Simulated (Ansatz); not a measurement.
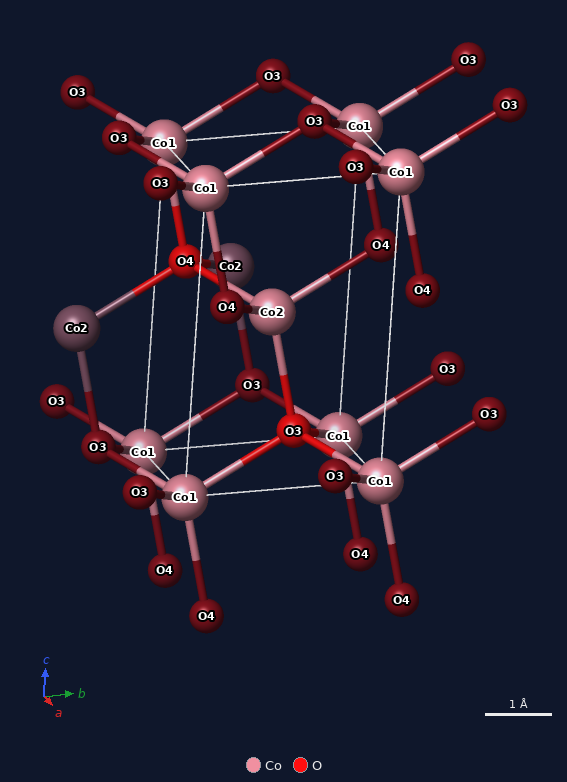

The structure as given in the input (ball-and-stick view of the reduced cell, seen slightly off an axis; neighbours outside the cell are drawn fainter; atoms are numbered from 1 in the order of the input).

**CoO: single-point calculation (part 1 of 3)**

System: CoO (R3m, 4 atoms in the cell).
Method: DFT PBE, scalar-relativistic, plane waves, PAW, spin-polarised (Ansatz 0.2.0).

The structure derives from a Materials Project entry. It belongs to a series of runs on one base structure; here: small parallel starting moments. Figures and captions count atoms from 1; the log counts them from 0 in places.

## What the program printed
```
basis.fft_grid_basis auto: the FFT boxes are laid along the combinations [[1, -1, 0], [0, 1, 0], [0, -1, 1]] of the cell's own vectors, 3.204, 5.456 and 3.204 Å long. The dense box has 24×40×24 points. Along the cell's own vectors, as sized, it would have 40×40×40, 2.78 times as many. Of the 6 symmetry operations that the crystal satisfies within crystal.symmetry.tolerance (time reversal apart; of a slab, those that keep its plane) the dense box along the cell's own vectors carries 6, and the one as laid loses 4 of those. basis.fft_grid_basis: typed keeps the cell's own vectors: state it where this run's energies or levels are differenced outside the engine with another run's, or held beside a run that keeps those vectors. Those combinations have planes normal to reciprocal vector 3, as the cell's own vectors have. Each planar average written beside output.write_density, output.write_potential has a row for each plane of the box: 24. The volumetric files lie along those combinations, not along the cell's own vectors: a cube or XSF file states them, and fields.json those of NumPy files.
Engine: ansatz 0.2.0, x86_64-unknown-linux-gnu
Pseudopotentials: kind: paw
Pseudopotential: Co, paw, valence charge 17, recommended cutoff 420 eV (normal), Co.paw.azcp
Pseudopotential: O, paw, valence charge 6, recommended cutoff 420 eV (normal), O.paw.azcp
Functional definition: PBE
  parameter kappa = 0.804
  parameter beta = 0.06672455060314922
  exchange = pbe_x(kappa = kappa, mu = beta*pi^2/3)
  correlation = pbe_c(beta = beta)
Crystal: 4 atoms, lattice volume = 45.646 Å³
Basis set: ecut = 420 eV, 911 PW (Γ), FFT grids on a1−a2, a2, −a2+a3, exchange–correlation on 48×80×48 points (8 copies of the dense FFT grid, shifted against one another)
Bands: 29, of which v1, the nominal top of the filled ones, is band 23 counted from 1 (22 counted from 0)
Symmetry: 6 space group operations
Space group: R3m (ITA 160), of the structure as read, at distance tolerance 3.6e-5 Å
Magnetic group: BNS 160.65 (UNI 1295), of the structure as read, at distance tolerance 3.6e-5 Å
k-points: 189 of 1728 (time reversal used)
Non-local potential: Co, projectors of the file, l = 0: 3, l = 1: 2, l = 2: 3, l = 3: 1
Non-local potential: O, projectors of the file, l = 0: 2, l = 1: 2, l = 2: 1
PAW form: soft (Blöchl's): semilocal exchange-correlation on the pseudo side does not see the compensation charge
PAW one-centre angular grid: Co, 590 points (default); XC on 64 Gauss nodes
PAW one-centre angular grid: O, 110 points (default); XC on 64 Gauss nodes
Initial density: superposition of atomic densities (chi_scale 0.1, normalization cell, long waves kept (reshape's long-wave potential 0.00 eV rms))
Starting moments: Σ|m| = 1 μB on 2 of 4 sites
Initial wavefunctions: pseudopotential atomic-orbital guess
Functional: x = pbe(κ = 0.804, μ = 0.2195149727645171), c = pbe(β = 0.06672455060314922)
```
